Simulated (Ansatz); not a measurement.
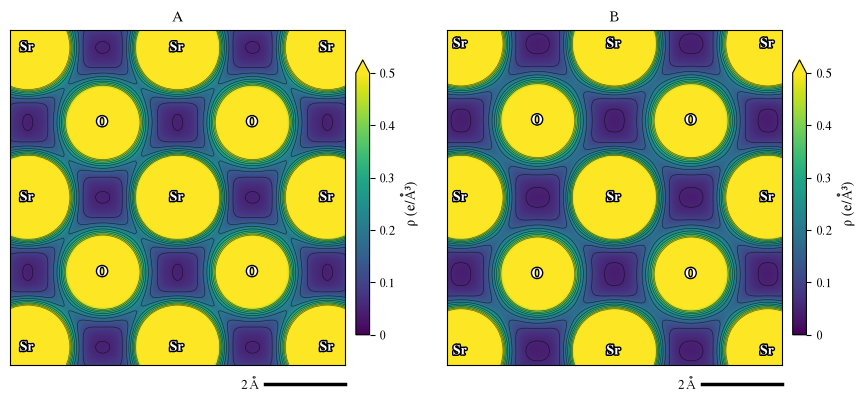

SrO. The valence pseudo-density of two cells that differ in size, on the (110) plane of each (indices in the axes of the calculation cell), at one length scale and on one colour scale; one has 16.9 and the other 18.2 Å³ an atom.

Space group I4/mmm.

Theory: DFT PBE, scalar-relativistic, plane waves, PAW (Ansatz 0.2.0).

In a PAW calculation such maps are meaningful between the atoms, not at the nuclei.

The larger cell:

```
CELL_PARAMETERS angstrom
0.00000 2.69829 2.50556
2.69829 0.00000 2.50556
2.69829 2.69829 0.00000
ATOMIC_POSITIONS crystal
Sr 0.00000 0.00000 0.00000
O 0.50000 0.50000 0.50000
```

The smaller cell: a = 3.591 Å, b = 3.591 Å, c = 3.725 Å, α = 58.76°, β = 58.76°, γ = 62.48°.

Which is the denser cell? Describe the effect of the change.

Answer. Panel A is the smaller cell, by 7 % in volume. From the larger cell to the smaller, Sr–O goes from 2.70 to 2.63 Å, and the density at its midpoint from 0.18 to 0.21 e/Å³; the pressure goes from −2.1 to 4.4 GPa; the Kohn–Sham gap goes from 3.0 eV to 2.9 eV.
